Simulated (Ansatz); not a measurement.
H$_{4}$C: several calculations on one system

Part 1: Relaxation

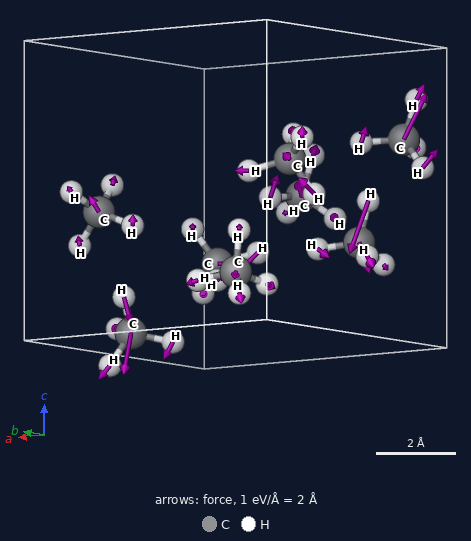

Starting geometry of an amorphous cell of composition H₄C with the computed forces as purple arrows. A ball-and-stick model of the cell of the calculation, seen from a free direction.

The cell holds 8 CH4. The run prepares the start of a later molecular dynamics calculation, from a guessed geometry.

All numbers below come from DFT PBE, scalar-relativistic, plane waves, PAW (Ansatz). Set-up: plane-wave cutoff 420 eV; k-point mesh 1 × 1 × 1; occupations fermi dirac; smearing width 0.02 eV; no spin polarisation; atoms relaxed in a fixed cell; force threshold 0.3 eV/Å; at most 15 steps.

### What follows when this structure is relaxed?

It isn't relaxed: the largest force vector, on an H atom, is 0.75 eV/Å. The final displacements follow the starting forces only in part (cosine between the two patterns 0.59). Over 6 accepted moves (7 points after the start) the energy falls by 1.755 eV per cell of the calculation. Largest force component: 0.7 eV/Å at the start, 0.21 eV/Å at the end. 1 step only repeated the SCF at the same geometry. The forces were under the threshold at step 1, but the run went on from there. An H atom moves most: 1.04 Å roughly along [−2 1 3]. By element the largest moves are H 1.04 Å, C 0.88 Å. The lattice vectors keep their values. Among the contacts that change: C–H 1.090 → 1.098 Å. The run took 21 s on 1 thread of Arm Neoverse V1 (shared host), peak memory 0.41 GiB.

Limits of the set-up: the program's low-accuracy preset was used; the periodic images lie only 7.7 Å apart, so the values are limited by the cell's size.

Part 2: Dynamics

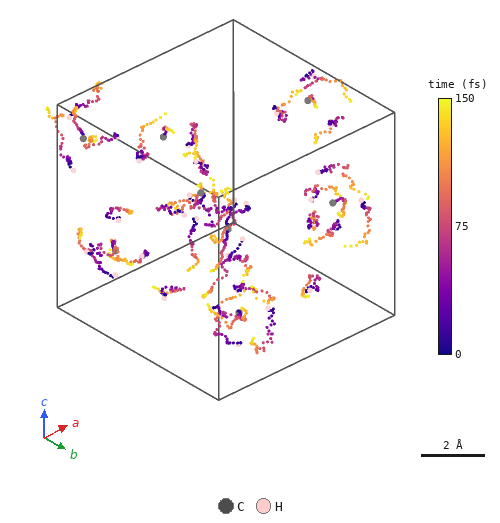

First-principles dynamics of a periodic cell with 8 CH4 at 0.47 g/cm³, 150 fs long. Dots mark each atom's position at evenly spaced times, coloured by time; spheres stand at the starting positions. Seen from a free direction in the simulation cell.

Computed with Ansatz 0.2.0, DFT PBE, scalar-relativistic, plane waves, PAW. Set-up: plane-wave cutoff 420 eV; k-point mesh 1 × 1 × 1; Fermi-Dirac smearing 0.02 eV; low-accuracy preset; Langevin thermostat (NVT); set temperature 1000 K; time step 0.5 fs; H given the mass 2.014 u; friction 0.02 per fs.

> How do the atoms move?

Root-mean-square distances from the starting positions over the second half, with the common drift of all atoms taken out: H 1.35 Å, C 0.72 Å. The heavy atoms stay within a fraction of a molecule's size of their starting places, while the hydrogen atoms travel further, as molecules turn; so short a run doesn't tell a liquid from a solid. Over the second half the temperature averages 945 K (spread ±64 K). The potential energy in the second half lies on average 80.0 meV per atom above the first frame.

Limits of the set-up: the program's low-accuracy preset was used; masses were changed (H 2.014 u), which shifts the vibrations; the periodic images lie only 7.7 Å apart, so the values are limited by the cell's size.

The run took 10 min on 1 thread of Arm Neoverse V1 (shared host), peak memory 0.43 GiB.

Part 3: Dynamics

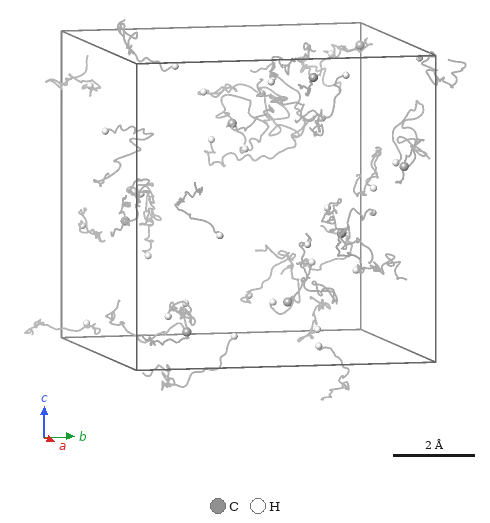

A Born-Oppenheimer molecular dynamics run of a periodic cell with 8 CH4 at 0.47 g/cm³, 200 fs long. It starts from the last geometry of an earlier run, with fresh velocities. Lines trace each atom's path, in the colour of its element; spheres stand at the starting positions. Seen slightly off an axis in the simulation cell.

Theory: DFT PBE, scalar-relativistic, plane waves, PAW in Ansatz 0.2.0. Run with plane-wave cutoff 420 eV; k-point mesh 1 × 1 × 1; Fermi-Dirac smearing 0.02 eV; low-accuracy preset; Langevin thermostat (NVT); set temperature 1000 K; time step 0.5 fs; H given the mass 2.014 u; friction 0.02 per fs.

Input file:
```yaml
accuracy: low
crystal:
  lattice:
    - [7.683475, 0.0, 0.0]
    - [0.0, 7.683475, 0.0]
    - [0.0, 0.0, 7.683475]
  atoms:
    - { symbol: C, position: [0.07280492, 0.19488794, 0.38315751] }
    - { symbol: H, position: [-0.02563687, 0.2848458, 0.4290931] }
    - { symbol: H, position: [0.16718049, 0.19806681, 0.4872398] }
    - { symbol: H, position: [0.13661652, 0.25537074, 0.2749007] }
    - { symbol: H, position: [0.00928461, 0.06753518, 0.36448874] }
    - { symbol: C, position: [0.05075454, -0.01504692, 0.93291296] }
    - { symbol: H, position: [0.10827061, 0.05673829, 1.05686671] }
    - { symbol: H, position: [0.12957172, -0.13085691, 0.91643232] }
    - { symbol: H, position: [0.05490367, 0.08164214, 0.82463861] }
    - { symbol: H, position: [-0.08539372, -0.03302896, 0.98399592] }
    - { symbol: C, position: [0.83771075, 0.63135659, -0.07879568] }
    - { symbol: H, position: [0.75812663, 0.66955193, 0.03552215] }
    - { symbol: H, position: [0.84210918, 0.48980335, -0.08913213] }
    - { symbol: H, position: [0.94814945, 0.71304113, -0.06209925] }
    - { symbol: H, position: [0.77260269, 0.67775616, -0.21946323] }
    - { symbol: C, position: [0.55302085, 0.28018381, 0.070049] }
    - { symbol: H, position: [0.59741849, 0.42750009, 0.05707355] }
    - { symbol: H, position: [0.65504898, 0.19253451, 0.13407397] }
    - { symbol: H, position: [0.56128495, 0.23922796, -0.06141665] }
    - { symbol: H, position: [0.44317543, 0.30386013, 0.151298] }
    - { symbol: C, position: [0.37729939, 0.66160728, 0.13878966] }
    - { symbol: H, position: [0.35562348, 0.76617536, 0.04422894] }
    - { symbol: H, position: [0.50658577, 0.57948116, 0.15428203] }
    - { symbol: H, position: [0.27572112, 0.55759637, 0.152644] }
    - { symbol: H, position: [0.39377316, 0.73815567, 0.26846668] }
    - { symbol: C, position: [0.88811992, 0.71259893, 0.41565963] }
    - { symbol: H, position: [0.94446409, 0.58536476, 0.38900247] }
    - { symbol: H, position: [0.85184193, 0.77079322, 0.29047018] }
    - { symbol: H, position: [0.96660401, 0.79820862, 0.48973408] }
    - { symbol: H, position: [0.75491829, 0.69924663, 0.48500219] }
    - { symbol: C, position: [0.27174761, 0.50228683, 0.71463418] }
    - { symbol: H, position: [0.24582414, 0.60516376, 0.80617082] }
    - { symbol: H, position: [0.38855668, 0.51591567, 0.64284875] }
    - { symbol: H, position: [0.14456415, 0.46454979, 0.64915392] }
    - { symbol: H, position: [0.28366234, 0.40338409, 0.82085968] }
    - { symbol: C, position: [0.60720937, -0.00702719, 0.59656913] }
    - { symbol: H, position: [0.60863736, 0.11325871, 0.53085676] }
    - { symbol: H, position: [0.7346793, -0.06650051, 0.62376871] }
    - { symbol: H, position: [0.54511815, -0.09374638, 0.5213553] }
    - { symbol: H, position: [0.55383769, 0.00736102, 0.73218216] }
basis:
  ecutwfc: 420.0
kpoints:
  mp_grid: { grid: [1, 1, 1] }
hamiltonian:
  xc: pbe
scf:
  occupations: { method: fermi_dirac, width: 0.02 }
  lower_state_search: "off"
md:
  timestep: 0.5
  n_steps: 400
  ensemble: nvt_langevin
  temperature: 1000.0
  initial_velocities: maxwell_boltzmann
  seed: 457552
  friction: 0.02
  masses: [{ species: H, mass: 2.014 }]
```

Launched with:
```bash
ansatz run input.yaml --threads 1 --pin off --max-ram 3072MiB --backend cpu --events-out ev --progress --plain --runs-dir out
```

**Describe the motion.**

In the second half of the run the atoms are, in the root-mean-square, this far from where they began (common drift taken out): H 1.43 Å, C 0.89 Å. The molecules turn and drift from their places. Over the second half the temperature averages 981 K (spread ±114 K). The potential energy in the second half lies on average 20.0 meV per atom above the first frame.

Limits of the set-up: the program's low-accuracy preset was used; masses were changed (H 2.014 u), which shifts the vibrations; the periodic images lie only 7.7 Å apart, so the values are limited by the cell's size.
